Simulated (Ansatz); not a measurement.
System: a (010) slab cut from TiSi (Cmmm), of composition Ti3Si4 (not the bulk's), ended by Si planes, 14 atoms in the cell. Starting structure of the relaxation:

```cif
data_structure
_symmetry_space_group_name_H-M 'P 1'
_symmetry_Int_Tables_number 1
_cell_length_a 3.6008
_cell_length_b 4.1429
_cell_length_c 26.3679
_cell_angle_alpha 90.000
_cell_angle_beta 90.000
_cell_angle_gamma 90.000
_cell_volume 393.35
loop_
_atom_site_label
_atom_site_type_symbol
_atom_site_fract_x
_atom_site_fract_y
_atom_site_fract_z
_atom_site_occupancy
Si1 Si 0.00000 0.55075 0.28444 1
Si2 Si 0.50000 0.05075 0.28444 1
Ti1 Ti 0.00000 0.05076 0.35629 1
Ti2 Ti 0.50000 0.55074 0.35629 1
Si3 Si 0.00000 0.55075 0.42815 1
Si4 Si 0.50000 0.05075 0.42815 1
Ti3 Ti 0.50000 0.55075 0.50000 1
Ti4 Ti 0.00000 0.05075 0.50000 1
Si5 Si 0.00000 0.55075 0.57185 1
Si6 Si 0.50000 0.05075 0.57185 1
Ti5 Ti 0.00000 0.05076 0.64371 1
Ti6 Ti 0.50000 0.55074 0.64371 1
Si7 Si 0.00000 0.55075 0.71556 1
Si8 Si 0.50000 0.05075 0.71556 1
```

Computed with Ansatz 0.2.0: DFT PBEsol, scalar-relativistic, plane waves, PAW, no spin polarisation, 10×8×1 k mesh, 420 eV cutoff.

What does the potential across the slab give for the work function?

The work function is 5.36 eV, the same on both faces. The two vacuum levels agree, so the slab has no net dipole along its normal. The outermost atoms are 11.5 Å apart, which leaves 14.9 Å of vacuum in a cell 26.4 Å high.

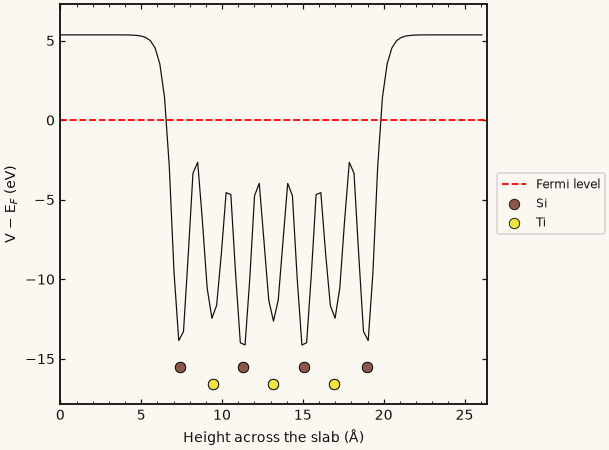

Plane-averaged electrostatic potential energy of an electron across the slab; circles at the bottom mark the heights of the atoms (positions after relaxation).
